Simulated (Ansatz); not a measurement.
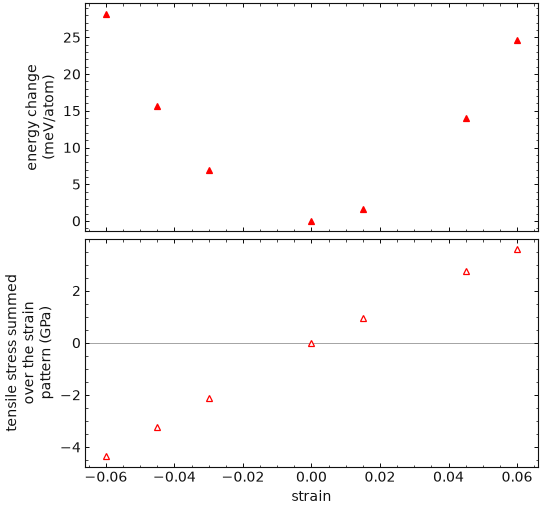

The figure shows the energy change and tensile stress summed over the strain pattern against strain for Sn, space group Fd-3m (No. 227).

The given structure:
```yaml
crystal:
  lattice:
    - [0.00000, 3.28310, 3.28310]
    - [3.28310, 0.00000, 3.28310]
    - [3.28310, 3.28310, 0.00000]
  atoms:
    - { symbol: Sn, position: [0.50000, 0.50000, 0.50000] }
    - { symbol: Sn, position: [0.75000, 0.75000, 0.75000] }
```

Computed with Ansatz 0.2.0: homogeneous strain of a crystal along one Voigt pattern with engineering shear, fractional coordinates fixed, by plane-wave density functional theory with PAW datasets, free energies less that of the undisturbed cell; scalar-relativistic. Level: r2SCAN, no spin polarisation.

- wave cutoff: 500 eV
- k mesh: 16×16×16
- occupations: Gaussian
- smearing width: 0.15 eV
- k shift: (0, 0, 0) (mesh steps)
- start: relaxed
- strain pattern: (1, 0, 0, 0, 0, 0) (xx yy zz yz xz xy with engineering shear)

Q: Is the given structure stable along this path?

A: Yes: the energy rises on both sides of the starting structure, which is therefore a minimum along this path.

Q: What does the tensile stress summed over the strain pattern do across the range?

A: It rises from −4.360 GPa at strain −0.060 to 3.591 GPa at 0.060, and changes sign near 0.000.

Q: Which elastic constant follows from the slope of the stress, and how large is it?

A: The slope of stress against strain at the start, which at zero pressure is the clamped-ion constant C11, is 66.6 GPa.

Q: What does the calculation give for the second derivative of tensile stress?

A: −210 GPa.

Q: What does the calculation give for the tensile stress at start?

A: −0.011 GPa.
